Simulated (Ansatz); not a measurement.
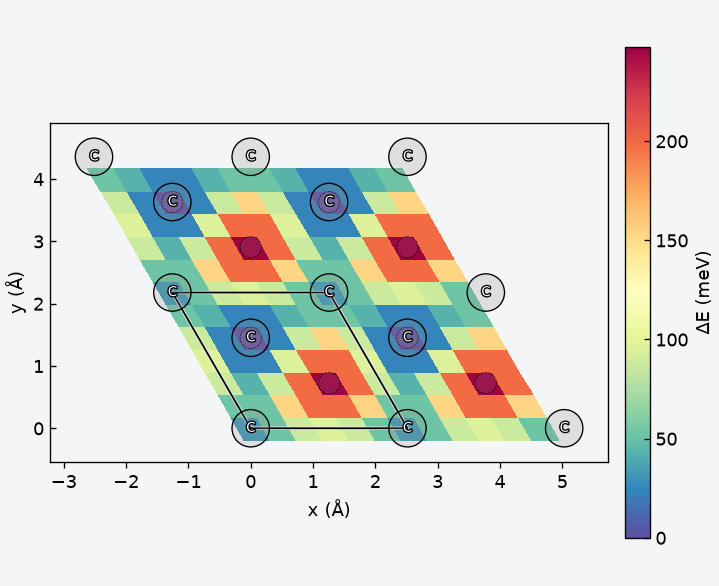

Energy landscape of Si on a C(111) slab cut from the Fd-3m phase, its upper half relaxed before the scan (24 atoms of substrate and one adsorbate in a 2 × 2 cell). Si is moved over the surface cell at a fixed height above a rigid substrate; the origin of the map has the adsorbate above C21; the height is held at 2.50 Å. Places are given modulo a cell vector. The map is drawn in real space over the plane of the surface. The scan uses a 6 × 6 grid; 10 points were computed and 26 follow by symmetry. Places are given in fractions of the 1 × 1 surface cell. Energies are in meV, from the lowest grid point. Energies and slopes of some neighbouring points disagree (a jump in structure or state, or too coarse a mesh). The magnetic moment jumps between some neighbouring points. At a fixed height the lowest place need not be the adsorption site. Method: DFT PBE+D3(BJ), scalar-relativistic, plane waves, PAW in Ansatz. Settings: cutoff 420 eV, k-mesh 6×6×1, gaussian smearing 0.05 eV, spin-polarised.

Drawn: one coloured cell a grid point, labelled circles for the atoms of the top layer and small ones for the second layer, the outline of one cell of the 2 × 2 shown. 

**What does the map say about the system?**

The lowest grid point is at the top site over a surface C atom, (2/6, 4/6) of the cell vectors. The highest grid point, a sixfold hollow over a second-layer C atom, (4/6, 2/6) of the cell vectors, lies 247 meV above the lowest. At the lowest point the adsorbate has 1 C at 2.51 Å as nearest neighbours, at the highest 6 C at 2.89 Å.

The values on the grid:

```
second ↓, first →  0/6  1/6  2/6  3/6  4/6  5/6
              5/6   52   43   24   24   43   52
              4/6   88   24    0   24   88  153
              3/6   95   24   24   95  199  199
              2/6   88   43   88  199  247  199
              1/6   52   52  153  199  199  153
              0/6   33   52   88   95   88   52
```

Time for the 10 points that were run: 23 min on 2 threads of Arm Neoverse V2, on a shared host.

PAW datasets: the set soft_1.
